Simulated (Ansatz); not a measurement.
Consider SnO2.

Input

```
crystal:
  lattice:
    - [3.0222033288, 0.0, 0.0]
    - [-1.5111016644, 2.6173048581, 0.0]
    - [0.0, 0.0, 11.6794872817]
  atoms:
    - { symbol: Sn, position: [0.0, 0.0, 0.5] }
    - { symbol: Sn, position: [0.0, 0.0, 0.0] }
    - { symbol: O, position: [0.6666666667, 0.3333333333, 0.4018666787] }
    - { symbol: O, position: [0.6666666667, 0.3333333333, 0.0981333213] }
    - { symbol: O, position: [0.3333333333, 0.6666666667, 0.5981333213] }
    - { symbol: O, position: [0.3333333333, 0.6666666667, 0.9018666787] }
basis:
  ecutwfc: 420
kpoints:
  mp_grid: { grid: [12, 12, 4] }
hamiltonian:
  xc: pbe
  dispersion: d3bj
scf:
  occupations: { method: gaussian, width: 0.05 }
output:
  forces: true
  stress: true
  eigenvalues: true
  write_density: true
  write_potential: true
  elf: true
  volumetric_format: npy
```

Launched as:

```sh
ansatz run input.yaml --threads 1 --pin off --max-ram 2560MiB --backend cpu --events-out ev --progress --plain --runs-dir out
```

Below, planes, directions and counts refer to the conventional cell (a = 3.02 Å, b = 3.02 Å, c = 11.68 Å, α = 90.00°, β = 90.00°, γ = 120.00°).

Space group P6₃/mmc; a structure from a database of computed crystals, not necessarily the ambient phase; not relaxed (largest force 0.6 eV/Å); computed pressure about 10 GPa in this cell.

Computed with Ansatz, DFT PBE+D3(BJ), scalar-relativistic, plane waves, PAW.

### Predict the valence pseudo-density and electron localisation function between the atoms.

Sn–O (2.09 Å): ρ at the midpoint is about 0.65 e/Å³; the ELF peaks at about 0.80 in the valence shell of O, 0.6 Å from its nucleus, and is about 0.25 at the midpoint: no shared electron pair shows on this line.

### Metal or insulator at this level of theory?

It is gapped, with a Kohn–Sham gap of 3.2 eV on the k-point mesh, an upper bound to the gap of this method.

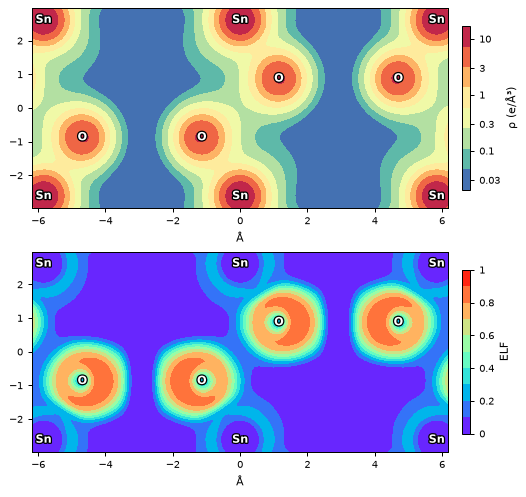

Computed valence pseudo-density and electron localisation function on the (110) plane of the conventional cell, in this order. 
